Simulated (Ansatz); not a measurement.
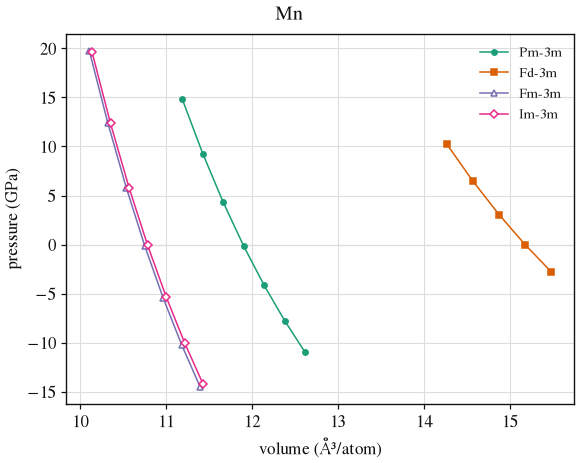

The picture above shows the pressure against volume, with one curve for each structure, for Mn.

Computed with Ansatz 0.2.0 development build: equation of state of a cubic crystal from periodic Kohn-Sham density functional theory without spin, third-order Birch-Murnaghan fit to the free energies; pressure corrected for the finite basis. Level: PBE.

- occupation method: Fermi–Dirac
- occupation width: 0.06123 eV
- wave cutoff: 420 eV
- datasets: soft-1 PAW
- density tolerance: 1e−07 eV
- density cutoff ratio: 4
- search for lower states: default

Settings that differ: Pm-3m: k mesh 47×47×47, atoms in cell 1, lattice centring simple cubic, space group number 221, structure type simple cubic; Fd-3m: k mesh 19×19×19, atoms in cell 2, lattice centring face-centred primitive, space group number 227, structure type diamond; Fm-3m: k mesh 27×27×27, atoms in cell 1, lattice centring face-centred primitive, space group number 225, structure type fcc; Im-3m: k mesh 28×28×28, atoms in cell 1, lattice centring body-centred primitive, space group number 229, structure type bcc.

The numbers behind the figure:

Pm-3m:
```csv
volume (Å³/atom),pressure (GPa)
11.19,14.8
11.43,9.3
11.67,4.3
11.91,-0.2
12.14,-4.2
12.38,-7.8
12.62,-11.0
```

Fd-3m:
```csv
volume (Å³/atom),pressure (GPa)
14.27,10.2
14.57,6.5
14.88,3.1
15.18,0.0
15.48,-2.8
```

Fm-3m:
```csv
volume (Å³/atom),pressure (GPa)
10.11,19.8
10.32,12.4
10.54,5.8
10.75,-0.1
10.97,-5.5
11.18,-10.2
11.40,-14.5
```

Im-3m:
```csv
volume (Å³/atom),pressure (GPa)
10.14,19.6
10.36,12.3
10.57,5.8
10.79,-0.1
11.00,-5.3
11.22,-10.0
11.43,-14.3
```

Note: cubic model structure, not the ambient form; known magnet treated without spin, far from its ground state (Fm-3m); no spin polarisation, a magnetic state may lie lower (Pm-3m, Fd-3m, Im-3m).
